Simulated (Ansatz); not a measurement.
# Ti$_{3}$O: geometry relaxation (part 2 of 2)

Ti$_{3}$O (8 atoms in the cell); DFT r2SCAN, scalar-relativistic, plane waves, PAW, no spin polarisation (Ansatz 0.2.0); cutoff 500 eV, 12×12×8 k-mesh, Gaussian smearing of 0.1 eV. The structure derives from a Materials Project entry. It belongs to a series of runs on one base structure; here: structure listed in a database for this formula (P6_3/mcm, No. 193).

Geometry of the input (Å; fractional positions):
```
5.1268  0.0000  0.0000
-2.5634  4.4400  0.0000
0.0000  0.0000  4.9112
Ti -0.0000  0.6703  0.7500
Ti -0.0000  0.3297  0.2500
Ti 0.6703  0.0000  0.7500
Ti 0.6703  0.6703  0.2500
Ti 0.3297  0.3297  0.7500
Ti 0.3297  0.0000  0.2500
O  0.0000  0.0000  0.5000
O  0.0000  0.0000  0.0000
```

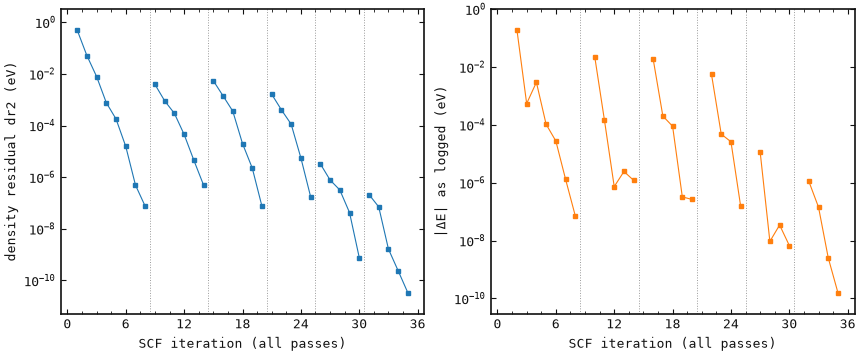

Convergence of the self-consistent field: density residual dr2 and size of the energy change against the SCF iteration. The dotted lines part the SCF passes of the relaxation: geometry steps, rejected trials and re-solves on a re-selected basis. The 6 passes take 5 to 8 iterations each, 35 in all.

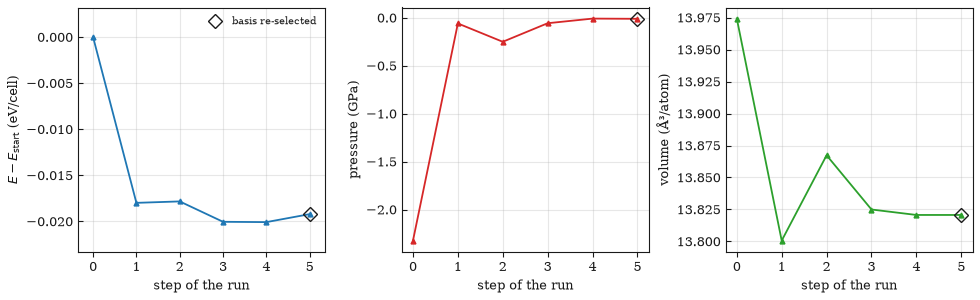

Progress of the relaxation, step by step (the first geometry is step 0 here and step 1 in the log).

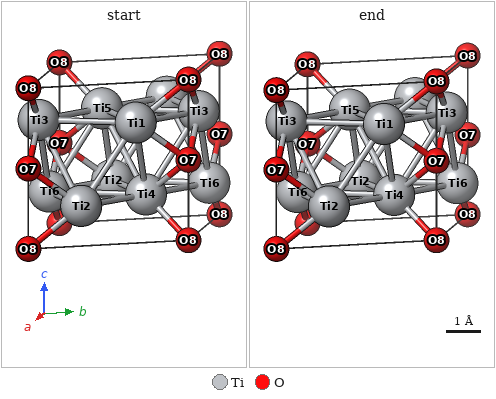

Before (left) and after (right) the relaxation, at one scale (ball-and-stick view of the cell of the calculation, seen slightly off an axis). The largest moves relative to the cell, 0.007 Å, are those of Ti1, Ti2, Ti3, Ti4, Ti5 and Ti6. O stays in place. Cell: a = b 5.127 → 5.128 Å (0.0 %), c 4.911 → 4.854 Å (−1.2 %). Volume −1.1 %. Among the contacts that change: Ti1–Ti4 2.981 → 2.954 Å, Ti1–Ti2 3.013 → 2.999 Å, Ti1–O7 2.089 → 2.075 Å, Ti1–Ti3 2.928 → 2.916 Å. The space group stays P6_3/mcm (No. 193). Over 4 geometry steps the energy falls by 20.1 meV per cell of the calculation. The largest force component goes from 0.24 to 0.0013 eV/Å. The pressure goes from −2.32 to −0.01 GPa. A last SCF at the same geometry on a re-selected plane-wave basis shifts the energy by +0.9 meV per cell of the calculation. (Atoms are counted from 1 in the order of the input.)

```
basis re-selected at this cell: Δ(F+E_penalty+E_count) = +8.669e-4 eV, ΔP = -0.002 GPa vs the last step (what re-selecting the basis moved, of the pressure what is left beyond the Pulay correction that the steps carried, after the strain that the cell walked since its last selection, with what the two solves' SCF thresholds leave and, on support functions, any second-order correction that the steps lacked; it is no measure of the basis error at this ecutwfc). This SCF's stress stands 1.43e-2 GPa from its target on what of the cell is left free (relax.cell.stress_tol is 5.00e-2 GPa) and its largest allowed force component is 1.26e-3 eV/Å (relax.f_tol is 1.00e-2 eV/Å): within both
SCF converged after 5 iterations
Free energy (F): -16169.608736 eV
Harris-Foulkes:  -16169.608736 eV  (|F-HF|=7.28e-12)
Internal energy: -16169.585601 eV  (E = F + TS)
E sigma→0 (E₀):  -16169.597168 eV
Entropy (-TS):   -0.023134 eV (-2.892 meV/atom)
Fermi energy:    14.316073 eV
--- Per-component energies (eV) ---
  E_band       = -981.419986
  E_kinetic    = 1994.498749
  E_local      = -5598.686882  (includes V_loc(G=0)·N_el)
  E_nonlocal   = 136.694224
  E_hartree    = 2291.634138
  E_xc         = -707.438696
  E_vxc        = -1011.836109  (∫ρ·V_xc dr)
  E_paw        = -6659.959859  (= ΣΔE_a)
  E_vpaw       = -1153.197816  (= ΣTr[D̂ρ^β])
  E_aug_tail   = 0.002520  (compensation charges beyond the density's cutoff)
  E_vtau       = 67.837025  (kinetic-family band-sum trace: ∫τ·v_τ [+ j·A + Jᵃ·Aᵃ] dr)
  E_ewald      = -7624.745171
  E_core_change = -1.584625  (= ΣΔE_core)
  E_smearing   = -0.023134  (= −TS)
  E_closure    = -0.000000  (closes the sum)
  Σ components = -16169.608736   (vs F -16169.608736, Δ=0.00e0)
--- Forces (eV/Å), atoms counted from 1 ---
  atom   1  Ti    -0.00063219     0.00109499     0.00000000
  atom   2  Ti     0.00063219    -0.00109499     0.00000000
  atom   3  Ti     0.00126438     0.00000000     0.00000000
  atom   4  Ti     0.00063219     0.00109499     0.00000000
  atom   5  Ti    -0.00063219    -0.00109499     0.00000000
  atom   6  Ti    -0.00126438    -0.00000000     0.00000000
  atom   7  O     -0.00000000     0.00000000     0.00000000
  atom   8  O     -0.00000000     0.00000000     0.00000000
  max |Σ_I F_I| component: 6.46e-17 eV/Å
--- Stress (GPa, compression-positive) ---
       -0.014272       0.000000       0.000000
        0.000000      -0.014272       0.000000
        0.000000       0.000000      -0.002983
  P = ⅓ Tr σ = -0.0105 GPa (-0.105 kbar)
--- Band table (eV; the first three rows and the last of 95) ---
  k-point 0: bands = ["-45.3683", "-45.2632", "-45.2389", "-45.2389", "-45.2304", "-45.2304", "-20.9846", "-20.9379", "-20.5980", "-20.5809", "-20.5809", "-20.5595", "-20.5595", "-20.5524", "-20.5524", "-20.5236", "-20.4993", "-20.4993", "-20.3546", "-20.3149", "-20.2536", "-20.2536", "-20.1851", "-20.1851", "-8.4332", "-7.6787", "4.8297", "6.4653", "6.4653", "6.7707", "6.7707", "8.8652", "9.1210", "12.2662", "12.4413", "12.4413", "12.6044", "12.9013", "13.3882", "13.3882", "13.3957", "14.0895", "14.0895", "14.4924", "15.1062", "15.1062", "15.5514", "15.6291", "15.6291", "15.8732", "15.8732"]
  k-point 1: bands = ["-45.3643", "-45.2673", "-45.2385", "-45.2385", "-45.2308", "-45.2308", "-20.9630", "-20.9270", "-20.6209", "-20.6209", "-20.6169", "-20.6169", "-20.6085", "-20.5173", "-20.4899", "-20.4899", "-20.4646", "-20.4646", "-20.3611", "-20.3399", "-20.2504", "-20.2504", "-20.1871", "-20.1871", "-8.4054", "-7.7088", "4.9546", "6.4686", "6.4686", "6.7494", "6.7494", "8.7215", "9.1503", "12.1294", "12.5110", "12.5110", "12.6452", "12.9172", "13.4379", "13.4379", "13.4635", "14.0294", "14.0294", "14.4961", "15.0161", "15.0161", "15.5388", "15.6764", "15.6764", "15.9639", "15.9639"]
  k-point 2: bands = ["-45.3530", "-45.2787", "-45.2376", "-45.2376", "-45.2316", "-45.2316", "-20.9035", "-20.8964", "-20.6746", "-20.6746", "-20.6679", "-20.6679", "-20.6358", "-20.4992", "-20.4332", "-20.4332", "-20.4174", "-20.4174", "-20.4098", "-20.3796", "-20.2414", "-20.2414", "-20.1930", "-20.1930", "-8.3260", "-7.7937", "5.3184", "6.4813", "6.4813", "6.6937", "6.6937", "8.1710", "9.4331", "11.7420", "12.7058", "12.7058", "12.7516", "12.9549", "13.5840", "13.5840", "13.6401", "13.8596", "13.8596", "14.4631", "14.7731", "14.7731", "15.5234", "15.8594", "15.8594", "16.0950", "16.0950"]
  k-point 94: bands = ["-45.2703", "-45.2703", "-45.2576", "-45.2576", "-45.2576", "-45.2576", "-20.9172", "-20.9172", "-20.6853", "-20.6853", "-20.6853", "-20.6853", "-20.4815", "-20.4815", "-20.4265", "-20.4265", "-20.4265", "-20.4265", "-20.3166", "-20.3166", "-20.3166", "-20.3166", "-20.2356", "-20.2356", "-8.0607", "-8.0607", "6.4974", "6.4974", "6.4974", "6.4974", "6.7498", "6.7498", "11.8349", "11.8349", "11.8349", "11.8349", "13.0419", "13.0419", "13.2283", "13.2283", "13.2283", "13.2283", "14.7824", "14.7824", "14.9806", "14.9806", "14.9806", "14.9806", "15.8269", "15.8269", "16.5481"]
--- Relaxed structure (5 steps of the walk, 5 accepted, 1 SCFs on fresh bases) ---
  F+E_penalty+E_count = -16169.60873552 eV   max|allowed force component| = 1.264e-3 eV/Å   (the final SCF, on the basis selected at the relaxed cell)
  cell:  # Å, volume = 110.5656 Å³
    - [5.128423671833501, 2.8876423690130263e-11, 0.0]
    - [-2.5642118359417583, 4.441345181162843, 0.0]
    - [0.0, 0.0, 4.854242826219537]
  atoms:
    - { symbol: Ti, position: [5.551115123125783e-17, 0.6717112702671496, 0.7500000000000001] }
    - { symbol: Ti, position: [0.0, 0.3282887297328506, 0.25] }
    - { symbol: Ti, position: [0.6717112702671495, 8.961302040447713e-20, 0.7500000000000001] }
    - { symbol: Ti, position: [0.6717112702671495, 0.6717112702671494, 0.25] }
    - { symbol: Ti, position: [0.3282887297328506, 0.3282887297328505, 0.7500000000000001] }
    - { symbol: Ti, position: [0.32828872973285056, -1.6006548234305916e-19, 0.25] }
    - { symbol: O, position: [3.3692178166924174e-21, -3.522623124814566e-20, 0.5] }
    - { symbol: O, position: [3.3692178166924234e-21, -3.522623124814565e-20, 8.169823779514736e-36] }
```

Trajectory as extended XYZ (Å, eV, eV/Å), 6 frames, from step=1 to step=6:
```
8
Lattice="5.1268 0.0000 0.0000 -2.5634 4.4400 0.0000 0.0000 0.0000 4.9112" Properties=species:S:1:pos:R:3:forces:R:3 step=1 energy=-16169.58953 pressure_GPa=-2.32
Ti   -1.7182    2.9761    3.6834   -0.1188   0.2058   0.0000
Ti   -0.8452    1.4639    1.2278    0.1188  -0.2058   0.0000
Ti    3.4365    0.0000    3.6834    0.2376   0.0000   0.0000
Ti    1.7182    2.9761    1.2278    0.1188   0.2058   0.0000
Ti    0.8452    1.4639    3.6834   -0.1188  -0.2058   0.0000
Ti    1.6904    0.0000    1.2278   -0.2376   0.0000   0.0000
O     0.0000    0.0000    2.4556    0.0000   0.0000   0.0000
O     0.0000    0.0000    0.0000    0.0000   0.0000   0.0000
8
Lattice="5.1282 0.0000 0.0000 -2.5641 4.4411 0.0000 0.0000 0.0000 4.8477" Properties=species:S:1:pos:R:3:forces:R:3 step=2 energy=-16169.60751 pressure_GPa=-0.06
Ti   -1.7199    2.9789    3.6358   -0.0696   0.1205   0.0000
Ti   -0.8442    1.4623    1.2119    0.0696  -0.1205   0.0000
Ti    3.4397    0.0000    3.6358    0.1392   0.0000   0.0000
Ti    1.7199    2.9789    1.2119    0.0696   0.1205   0.0000
Ti    0.8442    1.4623    3.6358   -0.0696  -0.1205   0.0000
Ti    1.6885    0.0000    1.2119   -0.1392   0.0000   0.0000
O     0.0000    0.0000    2.4238    0.0000   0.0000   0.0000
O     0.0000    0.0000    0.0000    0.0000   0.0000   0.0000
8
Lattice="5.1383 0.0000 0.0000 -2.5691 4.4499 0.0000 0.0000 0.0000 4.8520" Properties=species:S:1:pos:R:3:forces:R:3 step=3 energy=-16169.60736 pressure_GPa=-0.25
Ti   -1.7282    2.9933    3.6390    0.0540  -0.0936   0.0000
Ti   -0.8410    1.4566    1.2130   -0.0540   0.0936   0.0000
Ti    3.4564    0.0000    3.6390   -0.1080   0.0000   0.0000
Ti    1.7282    2.9933    1.2130   -0.0540  -0.0936   0.0000
Ti    0.8410    1.4566    3.6390    0.0540   0.0936   0.0000
Ti    1.6819    0.0000    1.2130    0.1080   0.0000   0.0000
O     0.0000    0.0000    2.4260    0.0000   0.0000   0.0000
O     0.0000    0.0000    0.0000    0.0000   0.0000   0.0000
8
Lattice="5.1294 0.0000 0.0000 -2.5647 4.4422 0.0000 0.0000 0.0000 4.8538" Properties=species:S:1:pos:R:3:forces:R:3 step=4 energy=-16169.60957 pressure_GPa=-0.06
Ti   -1.7228    2.9839    3.6404   -0.0015   0.0026   0.0000
Ti   -0.8419    1.4583    1.2135    0.0015  -0.0026   0.0000
Ti    3.4455    0.0000    3.6404    0.0030   0.0000   0.0000
Ti    1.7228    2.9839    1.2135    0.0015   0.0026   0.0000
Ti    0.8419    1.4583    3.6404   -0.0015  -0.0026   0.0000
Ti    1.6839    0.0000    1.2135   -0.0030   0.0000   0.0000
O     0.0000    0.0000    2.4269    0.0000   0.0000   0.0000
O     0.0000    0.0000    0.0000    0.0000   0.0000   0.0000
8
Lattice="5.1284 0.0000 0.0000 -2.5642 4.4413 0.0000 0.0000 0.0000 4.8542" Properties=species:S:1:pos:R:3:forces:R:3 step=5 energy=-16169.60960 pressure_GPa=-0.01
Ti   -1.7224    2.9833    3.6407   -0.0006   0.0011   0.0000
Ti   -0.8418    1.4580    1.2136    0.0006  -0.0011   0.0000
Ti    3.4448    0.0000    3.6407    0.0012   0.0000   0.0000
Ti    1.7224    2.9833    1.2136    0.0006   0.0011   0.0000
Ti    0.8418    1.4580    3.6407   -0.0006  -0.0011   0.0000
Ti    1.6836    0.0000    1.2136   -0.0012   0.0000   0.0000
O     0.0000    0.0000    2.4271    0.0000   0.0000   0.0000
O     0.0000    0.0000    0.0000    0.0000   0.0000   0.0000
8
Lattice="5.1284 0.0000 0.0000 -2.5642 4.4413 0.0000 0.0000 0.0000 4.8542" Properties=species:S:1:pos:R:3:forces:R:3 step=6 energy=-16169.60874 pressure_GPa=-0.01
Ti   -1.7224    2.9833    3.6407   -0.0006   0.0011   0.0000
Ti   -0.8418    1.4580    1.2136    0.0006  -0.0011   0.0000
Ti    3.4448    0.0000    3.6407    0.0013   0.0000   0.0000
Ti    1.7224    2.9833    1.2136    0.0006   0.0011   0.0000
Ti    0.8418    1.4580    3.6407   -0.0006  -0.0011   0.0000
Ti    1.6836    0.0000    1.2136   -0.0013   0.0000   0.0000
O     0.0000    0.0000    2.4271    0.0000   0.0000   0.0000
O     0.0000    0.0000    0.0000    0.0000   0.0000   0.0000
```
